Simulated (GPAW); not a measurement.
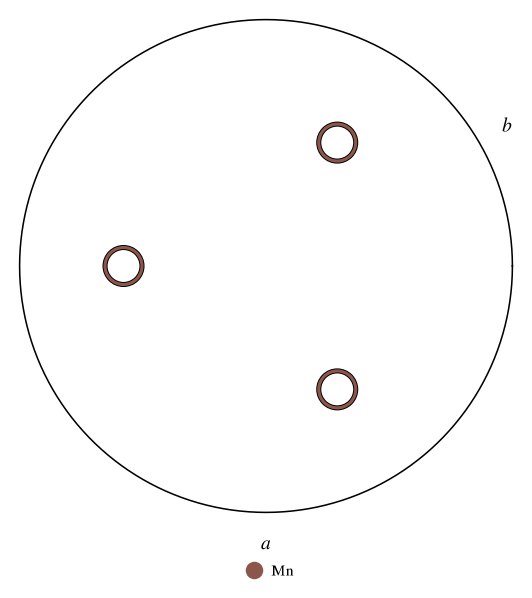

Directions from one oxygen atom at (1/3, 2/3, 0.706) to its bonded neighbours, in stereographic projection down c (filled: above the plane of the page or in it, open: below). Crystal: MnO2, a cell listed in the Materials Project, as set up for an electronic-structure calculation. All values are computed from the atomic coordinates in the standard setting (tolerance 0.002 Å).

Neighbours are counted up to 2.44 Å for Mn.

```
CELL_PARAMETERS angstrom
2.85658 0.00000 0.00000
-1.42829 2.47387 0.00000
0.00000 0.00000 4.60137
ATOMIC_POSITIONS crystal
Mn 0.00000 0.00000 0.50000
O 0.33333 0.66667 0.70629
O 0.66667 0.33333 0.29371
```

Question: How many neighbours are there, and at what angles?

Answer: 3: 3 Mn at 1.90 Å. Angles between bonds: 97° (3×).

Question: What is the site's symmetry in the crystal?

Answer: Point group 3m (C3v), order 6: one threefold axis, three mirror planes. In P-3m1 (No. 164) this is Wyckoff position 2d.
